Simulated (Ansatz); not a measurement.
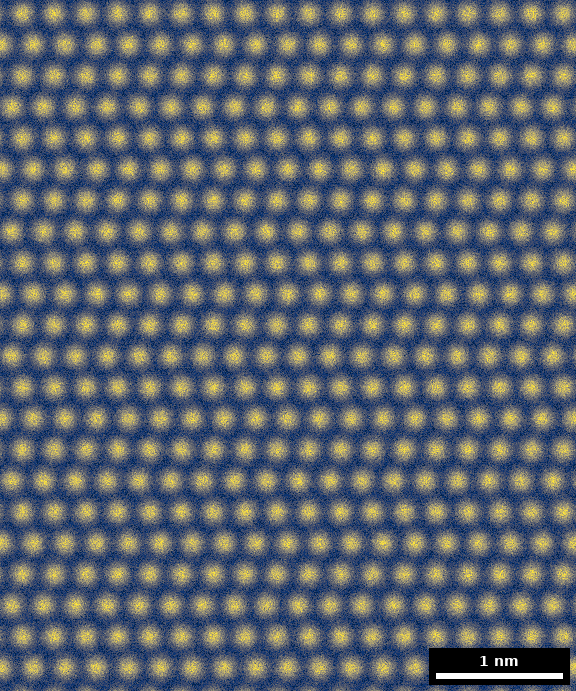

HAADF-like image of Ta. Simulation: incoherent imaging, intensity Z^1.6 per atom, probe width 1.30 Å, thin sample. The display is stretched by a gamma of 0.65; percentages refer to the linear signal. Shot noise was added.

Q: What two-dimensional lattice does the image show, and how large is its cell?

A: The pattern repeats on a rectangular net of 2.5 × 10.0 Å.

Q: Which plane group does this projection have?

A: p2mg: mirror lines in one direction, glide lines across them, twofold points on the glide lines.

Q: How many columns does the smallest repeating cell hold, and how many levels of brightness?

A: 4 columns in the primitive cell of 25.3 Å², all of one brightness.

The crystal is Ta (P6_3/mmc, No. 194) seen along [100]. Structure: coordinates from a relaxation with DFT r2SCAN, scalar-relativistic, plane waves, PAW (Ansatz 0.2.0); the starting structure was generated, so it need not be a known form of this composition.
